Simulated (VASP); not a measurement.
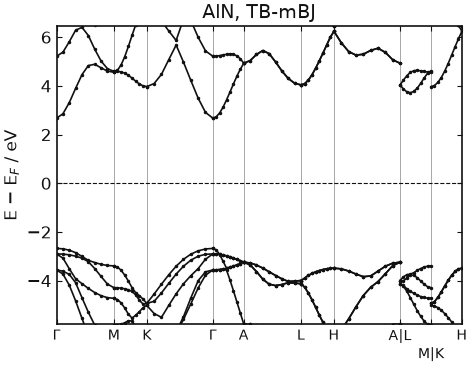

Band structure. Energies are counted from the Fermi level, put mid-gap where there is a gap.

System: wurtzite AlN, space group P6_3mc, 4 atoms in the cell.

Space group P6_3mc (No. 186). a = 3.113 Å, b = 3.113 Å, c = 4.982 Å, α = 90.00°, β = 90.00°, γ = 120.00°
```
atom  site  symmetry       x       y       z
  Al    2b       3m.  0.6667  0.3333  0.4990
   N    2b       3m.  0.6667  0.3333  0.8810
```

Computed with VASP 6.6.1: TB-mBJ, VASP PAW PBE potentials, release 64 (Al, N), no spin polarisation, no spin-orbit coupling, 9×9×6 k mesh, 520 eV cutoff.

**What does the band structure say about the gap?**

An insulator. The gap along this path is 5.35 eV and direct: both edges lie at Γ.

**What are the direct gaps at M, L and K?**

The direct gaps are 7.95 eV at M, 8.03 eV at L and 8.90 eV at K.

**How much do the top valence band and the lowest conduction band disperse along the path?**

The top valence band spans 2.3 eV and the lowest conduction band 3.6 eV.

The PAW data sets were made with another functional. This is a model potential built to give gaps, with no total energy. The cell was derived from a database entry in an earlier step, so it needn't be the measured one.
